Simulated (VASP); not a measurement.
# HgIr with revPBE + D3(BJ): from relaxation to properties, part 2 of 4

What structure does HgIr take at this level, and what are its properties? The cell is invented: it takes the structure of a Materials Project entry for ZnIr (space group 187 there), with some of its atoms replaced by other elements, volume scaled by an estimate. It may not be a known or stable phase.

VASP 6.6.1, plane waves and PAW; the level of theory is named at each step.

Still holding for the runs below: This run has no spin polarisation. Its electron count is odd, so without a moment it is a metal by construction. The k-mesh is coarse for a metal.

So far. Step 2 (Rough relaxation of the start cell): It ends with forces that vanish by symmetry and a pressure of -0.15 GPa. The relaxed cell has a = 2.893, c = 4.613 Å (conventional setting).

## Step 3: Full relaxation (revPBE + D3(BJ))

Level of this step: revPBE with D3(BJ); plane waves and PAW (Hg, Ir); invented cell (VASP).

Properties are meant for the cell that this level of theory prefers, so cell and atoms are relaxed first (ISIF = 3) until forces and stress are small; EDIFFG sets the threshold.

Input file INCAR:

```
SYSTEM = HgIr
PREC = Accurate
ENCUT = 400
EDIFF = 1E-06
NELM = 100
ISMEAR = 1
SIGMA = 0.2
LREAL = .FALSE.
ALGO = Normal
GGA = RE
IVDW = 12
NBANDS = 16
LORBIT = 11
LWAVE = .FALSE.
LCHARG = .FALSE.
IBRION = 2
NSW = 60
ISIF = 3
EDIFFG = -0.01
```

Input file POSCAR:

```
HgIr
1.0
    2.8931534129      0.0000000000      0.0000000000
   -1.4465767065      2.5055449025      0.0000000000
    0.0000000000      0.0000000000      4.6126798106
Hg Ir
1 1
Direct
    0.6666666700      0.3333333300      0.5000000000
    0.0000000000      0.0000000000      0.0000000000
```

Input file KPOINTS:

```
Automatic mesh
0
Gamma
9 9 5
0 0 0
```

Potentials, in the order of the species: Hg and Ir (PBE family, release 64).

Command:

```console
$ mpirun -np 1 vasp_std
```

What it wrote:

```text
[banner, memory and clock lines left out]
running    1 mpi-ranks, on    1 nodes
 distrk:  each k-point on    1 cores,    1 groups
 distr:  one band on    1 cores,    1 groups

 POSCAR found type information on POSCAR HgIr
 POSCAR found :  2 types and       2 ions
 [... a notice as in an earlier step ...]

 LDA part: xc-table for (Slater+PW92), standard interpolation
 POSCAR, INCAR and KPOINTS ok, starting setup
 FFT: planning ... GRIDC
 FFT: planning ... GRID_SOFT
 FFT: planning ... GRID
 WAVECAR not read
 entering main loop
       N       E                     dE             d eps       ncg     rms          rms(c)
DAV:   1     0.140267345649E+03    0.14027E+03   -0.90238E+03  1200   0.103E+03
DAV:   2    -0.447174925523E+01   -0.14474E+03   -0.13805E+03  1160   0.311E+02
DAV:   3    -0.737370767152E+01   -0.29020E+01   -0.28849E+01  1576   0.507E+01
DAV:   4    -0.738851530507E+01   -0.14808E-01   -0.14807E-01  1272   0.323E+00
DAV:   5    -0.738877073341E+01   -0.25543E-03   -0.25543E-03  1568   0.432E-01    0.143E+01
DAV:   6    -0.695407956715E+01    0.43469E+00   -0.72114E-01  1336   0.129E+01    0.101E+01
DAV:   7    -0.687588892542E+01    0.78191E-01   -0.52129E-01  1288   0.768E+00    0.212E+00
DAV:   8    -0.685692748394E+01    0.18961E-01   -0.11548E-01  1456   0.359E+00    0.126E+00
DAV:   9    -0.685492158327E+01    0.20059E-02   -0.11624E-02  1288   0.155E+00    0.177E-01
DAV:  10    -0.685486229095E+01    0.59292E-04   -0.64584E-04  1464   0.226E-01    0.887E-02
DAV:  11    -0.685487116160E+01   -0.88707E-05   -0.28671E-05  1312   0.664E-02    0.774E-03
DAV:  12    -0.685487214390E+01   -0.98230E-06   -0.29826E-06  1464   0.171E-02
   1 F= -.92062668E+01 E0= -.92061004E+01  d E =-.920627E+01
 curvature:   0.00 expect dE= 0.000E+00 dE for cont linesearch  0.000E+00
 trial: gam= 0.00000 g(F)=  0.169E-45 g(S)=  0.356E-02 ort = 0.000E+00 (trialstep = 0.100E+01)
 search vector abs. value=  0.356E-02
 bond charge predicted
       N       E                     dE             d eps       ncg     rms          rms(c)
DAV:   1    -0.686050146010E+01   -0.56303E-02   -0.67218E-01  1288   0.711E+00    0.719E-01
DAV:   2    -0.684882393077E+01    0.11678E-01   -0.15938E-02  1296   0.137E+00    0.280E-01
DAV:   3    -0.684646220289E+01    0.23617E-02   -0.29357E-03  1360   0.510E-01    0.176E-01
DAV:   4    -0.684623762645E+01    0.22458E-03   -0.49167E-04  1344   0.224E-01    0.461E-02
DAV:   5    -0.684622791449E+01    0.97120E-05   -0.58204E-05  1424   0.902E-02    0.329E-02
DAV:   6    -0.684623122729E+01   -0.33128E-05   -0.51715E-06  1376   0.225E-02    0.656E-03
DAV:   7    -0.684623063081E+01    0.59648E-06   -0.28020E-07   672   0.583E-03
   2 F= -.92082116E+01 E0= -.92087509E+01  d E =-.194475E-02
[...]
3 F= -.92082182E+01 E0= -.92088008E+01  d E =-.195143E-02
[...]
4 F= -.92077343E+01 E0= -.92085598E+01  d E =0.483962E-03
 trial-energy change:    0.000484  1 .order    0.000457   -0.001102    0.002016
 step:   0.3460(harm=  0.3579)  dis= 0.00000  next Energy=    -9.208406 (dE=-0.187E-03)
 bond charge predicted
       N       E                     dE             d eps       ncg     rms          rms(c)
DAV:   1    -0.685701027338E+01    0.61093E-02   -0.15189E-01  1192   0.449E+00    0.462E-01
DAV:   2    -0.685256375144E+01    0.44465E-02   -0.10087E-02  1376   0.136E+00    0.216E-01
DAV:   3    -0.685201992612E+01    0.54383E-03   -0.91032E-04  1304   0.414E-01    0.184E-01
DAV:   4    -0.685195525724E+01    0.64669E-04   -0.20153E-04  1496   0.148E-01    0.514E-02
DAV:   5    -0.685194225391E+01    0.13003E-04   -0.33246E-05  1408   0.756E-02    0.163E-02
DAV:   6    -0.685194377156E+01   -0.15176E-05   -0.48895E-06  1376   0.191E-02    0.740E-03
DAV:   7    -0.685194357189E+01    0.19967E-06   -0.25405E-07   608   0.514E-03
   5 F= -.92084013E+01 E0= -.92090813E+01  d E =-.183074E-03
 curvature:  -0.23 expect dE=-0.693E-06 dE for cont linesearch -0.558E-07
 trial: gam=-0.03392 g(F)=  0.921E-44 g(S)=  0.301E-05 ort = 0.184E-04 (trialstep = 0.879E+00)
 search vector abs. value=  0.337E-05
 reached required accuracy - stopping structural energy minimisation
```

Run time: 22 s. Hardware: 1 MPI rank of AMD EPYC 9R14 (Zen 4), shared host; peak memory 0.12 GiB.

Parts of OUTCAR (step 3):

```text
  LATTYP: Found a hexagonal cell.
 ALAT       =     2.8931534129
 C/A-ratio  =     1.5943433176

The static configuration has the point symmetry D_3h.

 Found     36 irreducible k-points:

   k-points           NKPTS =     36   k-points in BZ     NKDIM =     36   number of bands    NBANDS=     16

   dimension x,y,z NGX =    20 NGY =   20 NGZ =   30
   dimension x,y,z NGXF=    40 NGYF=   40 NGZF=   60

   ENCUT  =  400.0 eV  29.40 Ry    5.42 a.u.   4.72  4.72  7.52*2*pi/ulx,y,z

   NELECT =      21.0000    total number of electrons

 Edisp (eV)   -2.34461

 E-fermi :   6.6101

 k-point     1 :       0.0000    0.0000    0.0000
  band No.  band energies     occupation
    ...
      8       4.3702      2.00000
      9       4.3702      2.00000
     10       5.2923      2.00000
     11       6.5504      1.48127
     12       6.5504      1.48127
     13      10.2717     -0.00000
     14      20.9530      0.00000
     15      23.1846      0.00000
     16      23.5649      0.00000

 k-point     2 :       0.1111   -0.0000    0.0000
  band No.  band energies     occupation
    ...
      7       2.4452      2.00000
      8       4.1744      2.00000
      9       4.6084      2.00000
     10       4.6778      2.00000
     11       6.5220      1.67153
     12       7.7022     -0.00000
     13      10.2538     -0.00000
     14      20.5630      0.00000
     15      22.2366      0.00000
     16      22.7230      0.00000

 Edisp (eV)   -2.35646

  Total       0.00786     0.00786     0.00114    -0.00000     0.00000    -0.00000
  in kB       0.37752     0.37752     0.05493    -0.00000     0.00000    -0.00000
  external pressure =        0.27 kB  Pullay stress =        0.00 kB

  energy-cutoff  :      400.00
  volume of cell :       33.37
      direct lattice vectors                 reciprocal lattice vectors
     2.878354929  0.000000000  0.000000000     0.347420671  0.200583374  0.000000000
    -1.439177464  2.492729031 -0.000000000    -0.000000000  0.401166748  0.000000000
     0.000000000 -0.000000000  4.650673107    -0.000000000  0.000000000  0.215022638

 POSITION                                       TOTAL-FORCE (eV/Angst)
 -----------------------------------------------------------------------------------
      1.43918      0.83091      2.32534        -0.000000      0.000000      0.000000
      0.00000      0.00000      0.00000         0.000000     -0.000000      0.000000
 -----------------------------------------------------------------------------------
    total drift:                               -0.000003      0.000003      0.000000

  FREE ENERGIE OF THE ION-ELECTRON SYSTEM (eV)
  ---------------------------------------------------
  free  energy   TOTEN  =        -9.2084013155 eV

  energy  without entropy=       -9.2104413200  energy(sigma->0) =       -9.20908132

 total charge
# of ion       s       p       d       tot
------------------------------------------
    1        0.753   0.547   9.360  10.660
    2        0.560   0.493   7.019   8.072
--------------------------------------------------
tot          1.313   1.040  16.379  18.732

[... 2 parts as in an earlier step ...]

[... 7 further parts left out ...]
```

CONTCAR:

```
HgIr
   1.00000000000000
     2.8783549287263619    0.0000000000002958    0.0000000000000000
    -1.4391774644126689    2.4927290308193935   -0.0000000000000000
     0.0000000000000000   -0.0000000000000000    4.6506731071712997
  Hg              Ir
     1     1
Direct
     0.6666666699999979    0.3333333300000021    0.5000000000000000
     0.0000000000000000    0.0000000000000000    0.0000000000000000
```

Relaxation path:

```
step  energy less that of the first step (eV)  largest force (eV/Å)  pressure (GPa)  volume (Å³)
   1                                   0.0000                0.0000           -0.28        33.44
   2                                  -0.0019                0.0000            0.52        33.29
   3                                  -0.0020                0.0000            0.56        33.29
   4                                  -0.0015                0.0000           -0.98        33.53
   5                                  -0.0021                0.0000            0.03        33.37
```

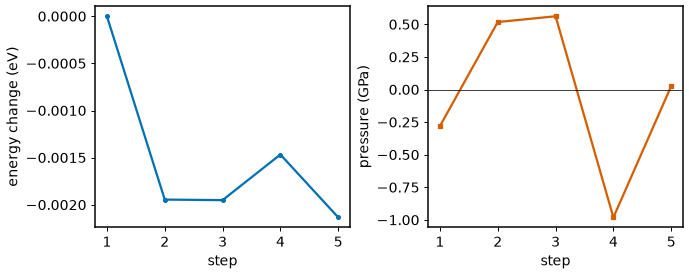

Energy and pressure along the relaxation.

```
conventional cell, symmetrised  before  after  change
                         a (Å)   2.893  2.878  -0.5 %
                         b (Å)   2.893  2.878  -0.5 %
                         c (Å)   4.613  4.651  +0.8 %
              volume (Å³/atom)   16.72  16.68  -0.2 %
```

Final coordinates:

```xyz
2
Lattice="2.8784 0.0000 0.0000 -1.4392 2.4927 0.0000 0.0000 0.0000 4.6507" Properties=species:S:1:pos:R:3 pbc="T T T"
Hg    1.4392    0.8309    2.3253
Ir    0.0000    0.0000    0.0000
```

This step gave:

| Quantity | Value |
| --- | --- |
| irreducible k points | 36 |
| free energy (TOTEN) | -9.208 eV |
| energy at zero smearing | -9.209 eV |
| Fermi energy | 6.610 eV |
| pressure | 0.02700 GPa |
| SCF cycles over all ionic steps | 37 |

It ends with forces that vanish by symmetry and a pressure of 0.03 GPa.

## Step 4: Single point with fields (revPBE + D3(BJ))

A single point on the relaxed cell gives a clean self-consistent state, with density, ELF and potential written out.

INCAR, as its differences from that of step 3:

```diff
@@ -14,6 +14,5 @@
 LWAVE = .FALSE.
-LCHARG = .FALSE.
-IBRION = 2
-NSW = 60
-ISIF = 3
-EDIFFG = -0.01
+LCHARG = .TRUE.
+ISIF = 2
+LELF = .TRUE.
+LVHAR = .TRUE.
```

Input file POSCAR:

```
HgIr
1.0
    2.8783549287      0.0000000000      0.0000000000
   -1.4391774644      2.4927290308      0.0000000000
    0.0000000000      0.0000000000      4.6506731072
Hg Ir
1 1
Direct
    0.6666666700      0.3333333300      0.5000000000
    0.0000000000      0.0000000000      0.0000000000
```

KPOINTS is that of step 3.

Command:

```console
$ mpirun -np 1 vasp_std
```

What it wrote:

```text
[... set-up lines as in an earlier step ...]
 entering main loop
       N       E                     dE             d eps       ncg     rms          rms(c)
DAV:   1     0.140836792394E+03    0.14084E+03   -0.88810E+03  1176   0.103E+03
DAV:   2    -0.435042795591E+01   -0.14519E+03   -0.13781E+03  1176   0.310E+02
DAV:   3    -0.738350245072E+01   -0.30331E+01   -0.30228E+01  1576   0.515E+01
DAV:   4    -0.739828779734E+01   -0.14785E-01   -0.14785E-01  1288   0.327E+00
DAV:   5    -0.739856832081E+01   -0.28052E-03   -0.28052E-03  1584   0.450E-01    0.143E+01
DAV:   6    -0.695230686441E+01    0.44626E+00   -0.71907E-01  1312   0.131E+01    0.101E+01
DAV:   7    -0.686918478031E+01    0.83122E-01   -0.50793E-01  1264   0.762E+00    0.216E+00
DAV:   8    -0.685350437785E+01    0.15680E-01   -0.89749E-02  1464   0.318E+00    0.118E+00
DAV:   9    -0.685197163741E+01    0.15327E-02   -0.99816E-03  1304   0.144E+00    0.175E-01
DAV:  10    -0.685190909883E+01    0.62539E-04   -0.61798E-04  1464   0.225E-01    0.926E-02
DAV:  11    -0.685191675831E+01   -0.76595E-05   -0.32140E-05  1280   0.686E-02    0.712E-03
DAV:  12    -0.685191771966E+01   -0.96134E-06   -0.26005E-06  1496   0.161E-02
   1 F= -.92083755E+01 E0= -.92090553E+01  d E =0.203959E-02
```

Elapsed: 7.8 s, on 1 MPI rank; peak memory 0.12 GiB.

From OUTCAR (step 4):

```text
  LATTYP: Found a hexagonal cell.
 ALAT       =     2.8783549287
 C/A-ratio  =     1.6157399704

The static configuration has the point symmetry D_3h.

 Found     36 irreducible k-points:

   ENCUT  =  400.0 eV  29.40 Ry    5.42 a.u.   4.69  4.69  7.58*2*pi/ulx,y,z

   NELECT =      21.0000    total number of electrons

 E-fermi :   6.6104

 k-point     1 :       0.0000    0.0000    0.0000
  band No.  band energies     occupation
    ...
      8       4.3705      2.00000
      9       4.3705      2.00000
     10       5.2923      2.00000
     11       6.5507      1.48103
     12       6.5507      1.48103
     13      10.2719     -0.00000
     14      20.9531      0.00000
     15      23.1847      0.00000
     16      23.5650      0.00000

 k-point     2 :       0.1111    0.0000    0.0000
  band No.  band energies     occupation
    ...
      7       2.4455      2.00000
      8       4.1747      2.00000
      9       4.6086      2.00000
     10       4.6780      2.00000
     11       6.5223      1.67134
     12       7.7024     -0.00000
     13      10.2539     -0.00000
     14      20.5631      0.00000
     15      22.2367      0.00000
     16      22.7230      0.00000

 Edisp (eV)   -2.35646

  Total      -0.00151    -0.00151    -0.00493     0.00000     0.00000     0.00000
  in kB      -0.07245    -0.07245    -0.23692     0.00000     0.00000     0.00000
  external pressure =       -0.13 kB  Pullay stress =        0.00 kB

  energy-cutoff  :      400.00
  volume of cell :       33.37
      direct lattice vectors                 reciprocal lattice vectors
     2.878354929  0.000000000  0.000000000     0.347420671  0.200583374  0.000000000
    -1.439177464  2.492729031  0.000000000     0.000000000  0.401166748  0.000000000
     0.000000000  0.000000000  4.650673107     0.000000000  0.000000000  0.215022638

 POSITION                                       TOTAL-FORCE (eV/Angst)
 -----------------------------------------------------------------------------------
      1.43918      0.83091      2.32534        -0.000000      0.000000      0.000000
      0.00000      0.00000      0.00000         0.000000      0.000000      0.000000
 -----------------------------------------------------------------------------------
    total drift:                               -0.000003      0.000003      0.000000

  FREE ENERGIE OF THE ION-ELECTRON SYSTEM (eV)
  ---------------------------------------------------
  free  energy   TOTEN  =        -9.2083754633 eV

  energy  without entropy=       -9.2104150541  energy(sigma->0) =       -9.20905533

 total charge
# of ion       s       p       d       tot
------------------------------------------
    1        0.753   0.548   9.360  10.661
    2        0.560   0.493   7.019   8.072
--------------------------------------------------
tot          1.313   1.040  16.379  18.732

[... 3 parts as in an earlier step ...]

[... 7 further parts left out ...]
```

Numbers from this step:

```yaml
electronic_steps: 12
pressure: -0.01273 GPa
```

Valence electrons inside each PAW sphere by angular momentum. Sphere charges, by row:

```
atom  s (e)  p (e)  d (e)  tot (e)
 Hg1  0.753  0.548   9.36    10.66
 Ir2   0.56  0.493  7.019    8.072
```

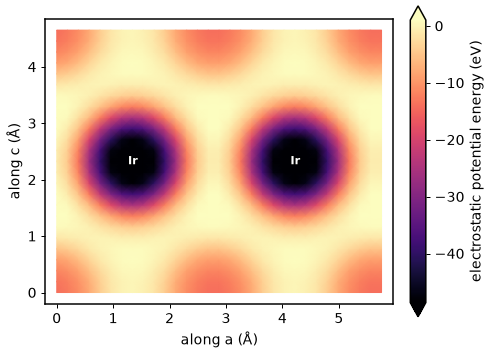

Electrostatic potential energy in the ac plane at fractional y = 0.000, with atoms of Ir within 0.2 Å of it. With pseudopotentials it is smooth inside the atoms' cores, unlike the true potential. The map starts off the cell's origin, so that atoms lie inside it.

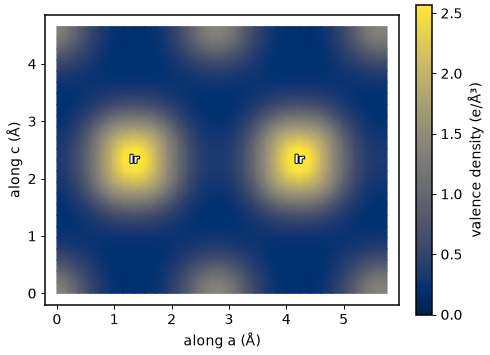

Valence density in the ac plane at fractional y = 0.000, with atoms of Ir within 0.2 Å of it. It is the smooth field of the valence electrons, not physical close to the nuclei. The map starts off the cell's origin, so that atoms lie inside it.

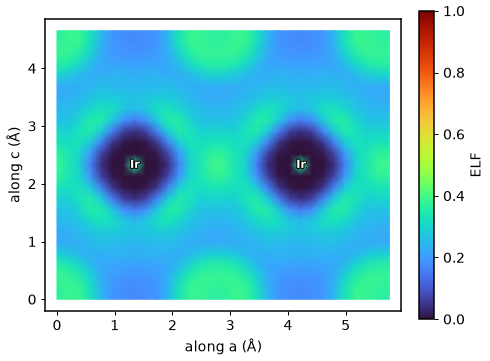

ELF in the ac plane at fractional y = 0.000, with atoms of Ir within 0.2 Å of it. It is the smooth field of the valence electrons, not physical close to the nuclei. The map starts off the cell's origin, so that atoms lie inside it.

In this run the pressure is -0.01 GPa, small enough to go on.

[end of part 2 of 4]

[Lines on the potential files, build, host, timing and source positions are cut from VASP's logs without a mark.]

[Logs are printed without paths, hosts, clocks, repeated set-up lines and the standing remarks that a program may print on its own settings, such as how far it seeks lower states.]

[Hosts, paths, dates, database ids (printed as entryN), source tags and the programs' standing remarks are cut or masked in the printed files.]

[A measured line is paired with the nearest computed mode of its activity, which favours agreement.]

[In band tables of VASP the shares of atoms and orbitals are scaled to a sum of 1 inside the atoms' spheres.]
